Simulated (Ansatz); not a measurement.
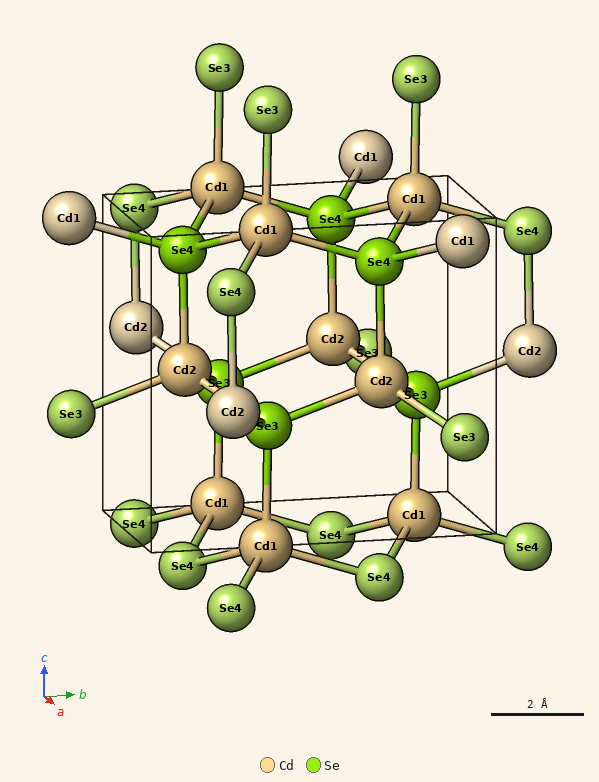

Figure 1. The input geometry (ball-and-stick view of the cell 2 times as large as that of the calculation, set on its symmetry axes, seen slightly off an axis; neighbours outside the cell are drawn fainter; atoms are numbered from 1 in the order of the input). Near neighbours in the crystal (not all of them lie inside the picture): Cd has 4 Se at 2.68 to 2.70 Å; Se has 4 Cd at 2.68 to 2.70 Å.

## Band-structure calculation, with input and output: CdSe (part 1 of 2)

- system: CdSe (4 atoms in the cell)
- method: DFT, HSE06, plane waves, PAW, no spin polarisation (Ansatz 0.2.0)

The structure derives from an entry of the Crystallography Open Database. The geometry comes from this level: r2SCAN (a point of a series of strains). It belongs to a series of runs on one base structure; here: uniaxial_y strain +3.5%. Figures and captions count atoms from 1; the log counts them from 0 in places.

## The program's output
```
Warning: output.stress: scf.convergence.dr2_threshold = 1e-7 eV (the SCF's general default) is looser than the 4e-10 eV advised for a printed stress (1e-10 eV for each atom of the cell: 4). What an SCF threshold leaves in a stress goes as its square root, and in the free energy as the threshold itself, and one threshold admits the most on a small cell: of the crystals measured, under no hybrid functional and no lock of the moments, on runs that ended without the residual-converged pass, on stresses that held no estimate of that error, the worst erred by over 100 MPa in a component at 1e-7 eV an atom and by under 5 at 1e-10. Set scf.convergence.dr2_threshold to 4e-10 eV or tighter. The threshold is an SCF's pass mark: one that does not reach it within its budget of iterations ends unconverged, or closes short of it on a stop that the run arms, and scf.convergence.dr2_threshold's page says what that costs each kind of run
Warning: output.stress: scf.exx.energy_threshold = 1e-6 eV is looser than the 4e-8 eV advised for a stress under a hybrid functional (1e-8 eV for each atom of the cell: 4). Every SCF of the exchange loop can meet its threshold on dr2 while the loop round them stops early: no threshold on dr2 bounds what that leaves in the stress. Set scf.exx.energy_threshold to 4e-8 eV or tighter. The threshold is the loop's pass mark: a loop that does not reach it within its budget of cycles ends unconverged, and scf.exx.energy_threshold's page has the law
scf.n_extra_bands = 5 over 36 filled bands (N_el = 72.0): the run solves 41 bands
Engine: ansatz 0.2.0, aarch64-unknown-linux-gnu
Pseudopotentials: kind: paw
Pseudopotential: Cd, paw, valence charge 20, recommended cutoff 420 eV (normal), Cd.paw.azcp
Pseudopotential: Se, paw, valence charge 16, recommended cutoff 420 eV (normal), Se.paw.azcp
Functional definition: HSE06
  parameter a = 0.25
  parameter omega = 0.11/bohr
  exchange = pbe_x - a*pbe_x_sr(omega) + a*exact_x_sr(omega)
  correlation = pbe_c
davidson cushion auto → on  (no smearing: the cushion is to keep the highest requested band from converging to the state above it; pin scf.eigensolver.cushion to override)
Crystal: 4 atoms, lattice volume = 119.480 Å³
Basis set: ecut = 420 eV, 2325 PW (Γ), exchange–correlation on 60×60×96 points (8 copies of the dense FFT grid, shifted against one another)
Bands: 41, of which v1, the nominal top of the filled ones, is band 36 counted from 1 (35 counted from 0)
Symmetry: 4 space group operations
Space group: Cmc21 (ITA 36), of the structure as read, at distance tolerance 4.9e-5 Å
k-points: 39 of 144 (time reversal used)
Non-local potential: Cd, projectors of the file, l = 0: 3, l = 1: 2, l = 2: 2, l = 3: 1
Non-local potential: Se, projectors of the file, l = 0: 2, l = 1: 2, l = 2: 3, l = 3: 1
PAW form: soft (Blöchl's): semilocal exchange-correlation on the pseudo side does not see the compensation charge
PAW frozen core: Cd, regenerated for the run's functional, and the local potential with it (the file was generated under x = pbe(κ = 0.804, μ = 0.2195149727645171), c = pbe(β = 0.06672455060314922))
PAW frozen core: Se, regenerated for the run's functional, and the local potential with it (the file was generated under x = pbe(κ = 0.804, μ = 0.2195149727645171), c = pbe(β = 0.06672455060314922))
PAW one-centre angular grid: Cd, 590 points (default); XC on 64 Gauss nodes
PAW one-centre angular grid: Se, 590 points (default); XC on 64 Gauss nodes
Initial density: superposition of atomic densities (neutral atoms: chi_scale 0, normalization atom), corrected by the library's trained network
Initial wavefunctions: pseudopotential atomic-orbital guess
Functional: x = pbe(κ = 0.804, μ = 0.2195149727645171), c = pbe(β = 0.06672455060314922), warm-up for x = pbe(κ = 0.804, μ = 0.2195149727645171) + 0.25 (exact − pbe) at short range (hse, ω = 0.20786987370883472 Å⁻¹), c = pbe(β = 0.06672455060314922); HSE06 as pw.x's `hse` composes it (authors' and Libxc's form: `xc: wpbeh`)
SCF iter   1: F=—  HF=-27449.574047 eV  |F-HF|=—  |Δ(HF+E_count)|=         —  Δρ=1.45e-3  dr2=3.84e-3  ethr=1.77e-3  ⟨swp⟩=7.9  Hψ=6618  notcnv=0
preconditioner: auto → none  [insulator: Δε(μ)=0.477 eV  Ē_g=10.839 eV  n_scr=34 (ndim 8)  ℏωp=20.4 eV  f_vac=0.218]
iter 2 solved again at ethr=1.99e-7 eV; its pass at ethr=5.33e-6 eV (dr2=1.43e-4 eV) is discarded
SCF iter   2: F=—  HF=-27449.573405 eV  |F-HF|=—  |Δ(HF+E_count)|=   6.42e-4  Δρ=3.56e-4  dr2=1.42e-4  ethr=1.99e-7  ⟨swp⟩=3.0  Hψ=8684  notcnv=0
SCF iter   3: F=-27449.573529 eV  HF=-27449.573465 eV  |F-HF|=6.32e-5  |Δ(HF+E_count)|=   6.03e-5  Δρ=1.48e-4  dr2=2.28e-5  ethr=1.97e-7  ⟨swp⟩=3.3  Hψ=4470  notcnv=0
SCF 1 stopped early in 3 iterations: F = -27449.573529 eV  dr2 = 2.28e-5
  greatest PAW one-centre occupation: 1.000 electrons in one spin orbital (limit 2), on the Cd atom at site 1 (counted from 0), in its partial waves of l = 0
Initial density: handed on by an earlier stage of this run
Initial wavefunctions: those handed on with the density
Functional: x = pbe(κ = 0.804, μ = 0.2195149727645171) + 0.25 (exact − pbe) at short range (hse, ω = 0.20786987370883472 Å⁻¹), c = pbe(β = 0.06672455060314922); HSE06 as pw.x's `hse` composes it (authors' and Libxc's form: `xc: wpbeh`)
Exchange kernel: α = 0.2500, screened, ω = 0.2079 Å⁻¹, Wigner–Seitz truncation, v(0) = 1046.8975 eV·Å³, q-mesh 6×6×4, nearest image of the exchange supercell L = 26.04 Å, pair-density grid 20×20×32, without the augmentation charges, whose exchange is taken in its separable form by FFT convolution over the k-point mesh (sized by the pseudopotential files, 27×27×48 at the most), smooth part of the exact exchange by density-matrix convolution
Frozen-core exchange: fock
SCF iter   1: F=—  HF=-27460.248293 eV  |F-HF|=—  |Δ(HF+E_count)|=         —  Δρ=6.08e-3  dr2=3.61e-2  ethr=3.17e-7  ⟨swp⟩=7.8  Hψ=8266  notcnv=0
preconditioner: auto → none  [insulator: Δε(μ)=1.362 eV  Ē_g=12.730 eV  n_scr=34 (ndim 8)  ℏωp=20.4 eV  f_vac=0.216]
SCF iter   2: F=—  HF=-27460.231027 eV  |F-HF|=—  |Δ(HF+E_count)|=   1.73e-2  Δρ=2.33e-3  dr2=4.13e-3  ethr=3.17e-7  ⟨swp⟩=4.0  Hψ=6435  notcnv=0
SCF iter   3: F=—  HF=-27460.249792 eV  |F-HF|=—  |Δ(HF+E_count)|=   1.88e-2  Δρ=1.57e-3  dr2=1.85e-3  ethr=3.17e-7  ⟨swp⟩=4.0  Hψ=6307  notcnv=0
SCF iter   4: F=—  HF=-27460.249468 eV  |F-HF|=—  |Δ(HF+E_count)|=   3.24e-4  Δρ=5.07e-4  dr2=2.15e-4  ethr=3.17e-7  ⟨swp⟩=3.0  Hψ=5070  notcnv=0
SCF iter   5: F=—  HF=-27460.249460 eV  |F-HF|=—  |Δ(HF+E_count)|=   8.42e-6  Δρ=2.89e-5  dr2=5.24e-5  ethr=2.04e-7  ⟨swp⟩=2.0  Hψ=3549  notcnv=0
SCF iter   6: F=—  HF=-27460.249833 eV  |F-HF|=—  |Δ(HF+E_count)|=   3.73e-4  Δρ=1.56e-4  dr2=3.06e-5  ethr=1.99e-9  ⟨swp⟩=5.0  Hψ=6538  notcnv=0
SCF iter   7: F=-27460.249822 eV  HF=-27460.249822 eV  |F-HF|=3.09e-7  |Δ(HF+E_count)|=   1.04e-5  Δρ=1.94e-5  dr2=1.66e-6  ethr=1.99e-9  ⟨swp⟩=4.0  Hψ=5471  notcnv=0
SCF 2 stopped early in 7 iterations: F = -27460.249822 eV  dr2 = 1.66e-6
  Residual-converged pass: ⟨swp⟩=2.9  Hψ=3482  notcnv=0  max |occ|·‖R‖ = 6.6e-6 eV (tolerance 6.7e-6 eV)  dr2=1.66e-6  dr2_onsite=5.02e-8  max |Δocc| = 0.0e0
  greatest PAW one-centre occupation: 1.001 electrons in one spin orbital (limit 2), on the Cd atom at site 1 (counted from 0), in its partial waves of l = 1
hybrid outer 1: dexx = +2.194e-2 eV, tail = 1.37e-4 eV
Exchange kernel: α = 0.2500, screened, ω = 0.2079 Å⁻¹, Wigner–Seitz truncation, v(0) = 1046.8975 eV·Å³, q-mesh 6×6×4, nearest image of the exchange supercell L = 26.04 Å, pair-density grid 20×20×32, without the augmentation charges, whose exchange is taken in its separable form by FFT convolution over the k-point mesh (sized by the pseudopotential files, 27×27×48 at the most), smooth part of the exact exchange by density-matrix convolution
Frozen-core exchange: fock
SCF iter   1: F=—  HF=-27460.250297 eV  |F-HF|=—  |Δ(HF+E_count)|=         —  Δρ=4.98e-5  dr2=1.25e-6  ethr=9.48e-7  ⟨swp⟩=3.1  Hψ=3677  notcnv=0
preconditioner: auto → none  [insulator: Δε(μ)=1.415 eV  Ē_g=12.684 eV  n_scr=34 (ndim 8)  ℏωp=20.4 eV  f_vac=0.220]
SCF iter   2: F=—  HF=-27460.250299 eV  |F-HF|=—  |Δ(HF+E_count)|=   1.25e-6  Δρ=1.59e-5  dr2=1.67e-7  ethr=1.58e-9  ⟨swp⟩=4.0  Hψ=6094  notcnv=0
SCF iter   3: F=—  HF=-27460.250299 eV  |F-HF|=—  |Δ(HF+E_count)|=   5.82e-7  Δρ=2.87e-6  dr2=6.61e-9  ethr=1.06e-10  ⟨swp⟩=4.6  Hψ=5414  notcnv=0
SCF iter   4: F=—  HF=-27460.250299 eV  |F-HF|=—  |Δ(HF+E_count)|=   3.22e-8  Δρ=1.71e-6  dr2=2.09e-9  ethr=8.29e-12  ⟨swp⟩=4.0  Hψ=5227  notcnv=0
SCF iter   5: F=—  HF=-27460.250299 eV  |F-HF|=—  |Δ(HF+E_count)|=   1.94e-9  Δρ=7.54e-7  dr2=1.56e-9  ethr=3.19e-12 (applied; sched 2.02e-12)  ⟨swp⟩=4.0  Hψ=5372  notcnv=0
SCF iter   6: F=-27460.250299 eV  HF=-27460.250299 eV  |F-HF|=2.91e-11  |Δ(HF+E_count)|=  5.68e-10  Δρ=1.46e-7  dr2=3.54e-10  ethr=2.43e-12 (applied; sched 1.28e-12)  ⟨swp⟩=3.0  Hψ=4093  notcnv=0
SCF 3 converged in 6 iterations: F = -27460.250299 eV  dr2 = 3.54e-10
  Residual-converged pass: ⟨swp⟩=3.0  Hψ=3826  notcnv=0  max |occ|·‖R‖ = 6.3e-7 eV (tolerance 6.3e-7 eV)  dr2=3.52e-10  dr2_onsite=5.48e-11  max |Δocc| = 0.0e0
```

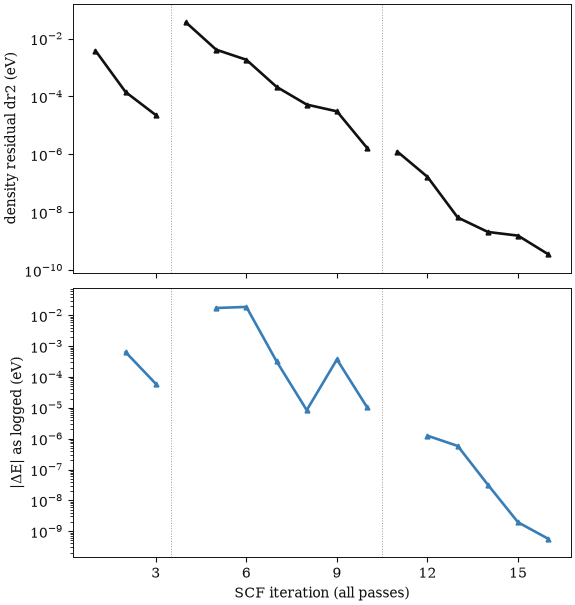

Figure 2. Convergence of the self-consistent field: density residual dr2 and size of the energy change against the SCF iteration. The run starts with a semilocal functional; after that each stretch between dotted lines is one SCF of the hybrid functional between two exact rebuilds of the exchange operator by the outer loop. Early passes are stopped at a loose threshold. The passes take 3, 7 and 6 iterations.

```
hybrid outer 2: dexx = +1.004e-6 eV, tail = 6.28e-8 eV, Δε = 3.17e-3 eV (about 1.07e-4 eV left of the loop's levels), ΔF = 1.01e-3 eV/Å (tail 4.87e-4)
NSCF: frozen V_eff on 6 k-points
hybrid SCF converged: 2 outer / 13 inner (+3 warm-up), last move |dexx| = 1.00e-6 eV, tail = 6.28e-8 eV
Stability not checked: this state was not tested for a lower state beside it, because the functional holds exact exchange (a hybrid, or Hartree-Fock), whose exchange loop this test does not read (fock_operator; see scf.lower_state_search)
Free energy (F): -27460.250300 eV
Frozen-core exchange: fock
Harris-Foulkes:  -27460.250300 eV  (|F-HF|=2.91e-11)
Internal energy: -27460.250300 eV  (E = F + TS)
E sigma→0 (E₀):  -27460.250300 eV
Fermi energy:    6.110985 eV
--- Per-component energies (eV) ---
  E_band       = -2040.228927
  E_kinetic    = 1245.714422
  E_local      = -13062.811018  (includes V_loc(G=0)·N_el)
  E_nonlocal   = -1123.707146
  E_hartree    = 6201.588794
  E_xc         = -448.364373
  E_vxc        = -506.682224  (∫ρ·V_xc dr)
  E_exx        = -313.007159  (= α·E_x^exact, valence–valence)
  E_paw        = -11798.373801  (= ΣΔE_a)
  E_vpaw       = -369.908476  (= ΣTr[D̂ρ^β])
  E_aug_tail   = -0.001214  (compensation charges beyond the density's cutoff)
  E_ewald      = -8157.942834
  E_core_change = -3.345970  (= ΣΔE_core)
  E_smearing   = -0.000000  (= −TS)
  E_closure    = -0.000000  (closes the sum)
  Σ components = -27460.250300   (vs F -27460.250300, Δ=0.00e0)
--- Forces (eV/Å), atoms counted from 1 ---
  atom   1  Cd    -0.00000000    -0.00212636     0.00148699
  atom   2  Cd     0.00000000     0.00212636     0.00148699
  atom   3  Se    -0.00000000    -0.00548354    -0.00150725
  atom   4  Se     0.00000000     0.00548354    -0.00150725
  max |Σ_I F_I| component: 4.05e-5 eV/Å
--- Stress (GPa, compression-positive) ---
       -1.086322       0.000000      -0.000000
        0.000000      -2.205677       0.000000
       -0.000000       0.000000      -0.908466
  P = ⅓ Tr σ = -1.4002 GPa (-14.002 kbar)
--- Band table (eV; the first three rows and the last of 39) ---
  k-point 0: bands = ["-100.5914", "-100.5914", "-60.3220", "-60.3220", "-60.3218", "-60.3218", "-60.3154", "-60.3154", "-44.0567", "-44.0567", "-44.0549", "-44.0549", "-44.0532", "-44.0532", "-44.0496", "-44.0496", "-44.0473", "-44.0473", "-7.2774", "-6.9146", "-2.9354", "-2.9345", "-2.9291", "-2.8787", "-2.8710", "-2.6548", "-2.6539", "-2.6026", "-2.6020", "-2.3103", "1.8037", "5.1950", "5.3863", "5.9905", "6.0750", "6.1110", "7.5264", "9.0328", "12.7494", "13.0311", "13.3986"]
  k-point 1: bands = ["-100.5914", "-100.5914", "-60.3220", "-60.3220", "-60.3218", "-60.3218", "-60.3154", "-60.3154", "-44.0567", "-44.0567", "-44.0549", "-44.0549", "-44.0532", "-44.0532", "-44.0496", "-44.0496", "-44.0473", "-44.0473", "-7.2224", "-6.9652", "-2.9284", "-2.9224", "-2.8914", "-2.8870", "-2.8815", "-2.6458", "-2.6448", "-2.6084", "-2.6080", "-2.4688", "2.3059", "4.9897", "5.3079", "5.4866", "5.8645", "5.9986", "8.4925", "9.1433", "12.8459", "12.8563", "13.0919"]
  k-point 2: bands = ["-100.5914", "-100.5914", "-60.3220", "-60.3220", "-60.3218", "-60.3218", "-60.3155", "-60.3155", "-44.0567", "-44.0567", "-44.0549", "-44.0549", "-44.0532", "-44.0532", "-44.0496", "-44.0496", "-44.0473", "-44.0473", "-7.0917", "-7.0917", "-2.9108", "-2.9108", "-2.9039", "-2.9039", "-2.7311", "-2.7311", "-2.6249", "-2.6249", "-2.6245", "-2.6245", "3.5138", "3.5138", "5.5755", "5.5755", "5.7365", "5.7365", "9.2279", "9.2279", "12.8416", "12.8416", "13.2095"]
  k-point 38: bands = ["-100.5914", "-100.5914", "-60.3220", "-60.3220", "-60.3217", "-60.3217", "-60.3154", "-60.3154", "-44.0568", "-44.0568", "-44.0549", "-44.0549", "-44.0532", "-44.0532", "-44.0497", "-44.0497", "-44.0473", "-44.0473", "-6.8635", "-6.8635", "-2.8301", "-2.8301", "-2.8017", "-2.8017", "-2.6754", "-2.6754", "-2.6175", "-2.6175", "-2.2917", "-2.2917", "2.0932", "2.0932", "4.1924", "4.1924", "4.9749", "4.9749", "10.4932", "10.4932", "12.1672", "12.1672", "13.6211"]
```
